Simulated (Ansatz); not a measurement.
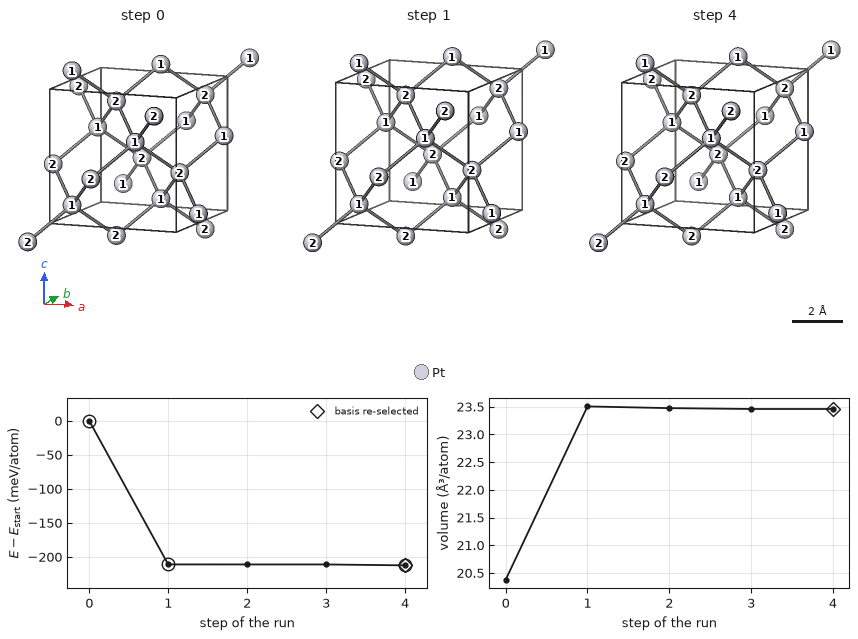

Frames of a relaxation of a crystal of Pt (a generated structure, set up in Fd-3m), marked on the history of the run. Style: ball-and-stick. Shown: the conventional cell (4 times the calculation's cell), slightly off an axis. Lengths and directions refer to the drawn axes.

Phase: diamond.

These are results of DFT, m-r2SCAN, plane waves (500 eV) with PAW, scalar-relativistic (Ansatz 0.2.0), not measurements. Settings: plane-wave cutoff 500 eV; k-point mesh 10 × 10 × 10; occupations fermi dirac; smearing width 0.05 eV; collinear spin; cell and atoms relaxed; force threshold 0.01 eV/Å; at most 60 steps.

Q: Describe the path.

A: No atom moves by more than 0.005 Å relative to the cell. The volume changes by +15.1 %, with a = b = c 5.463 → 5.725 Å (+4.8 %). Some distances before and after: Pt1–Pt2 2.365 → 2.479 Å. The space group stays Fd-3m (No. 227). The energy falls by 212 meV per atom in 3 accepted moves (4 points after the start). All forces vanish by symmetry, so only the cell relaxes. The pressure goes from 25.97 to 0.02 GPa. At 1 point the geometry stayed and the basis and grid were re-selected for the new cell (energy shift of 1.3 meV per atom at most each time). The program noted that the starting moments weren't kept. From step 0 to 1: volume +15.3 %, energy −211 meV per atom. From step 1 to 4: volume −0.2 %, energy −1.4 meV per atom.

```json
{"step": "0", "E − E(0), meV/atom": "0.00", "pressure, GPa": "25.97", "volume, Å³/atom": "20.378", "note": ""}
{"step": "1", "E − E(0), meV/atom": "-210.92", "pressure, GPa": "-0.23", "volume, Å³/atom": "23.506", "note": ""}
{"step": "2", "E − E(0), meV/atom": "-210.96", "pressure, GPa": "-0.07", "volume, Å³/atom": "23.475", "note": ""}
{"step": "3", "E − E(0), meV/atom": "-210.97", "pressure, GPa": "0.00", "volume, Å³/atom": "23.460", "note": ""}
{"step": "4", "E − E(0), meV/atom": "-212.29", "pressure, GPa": "0.02", "volume, Å³/atom": "23.460", "note": "same geometry, new basis"}
```
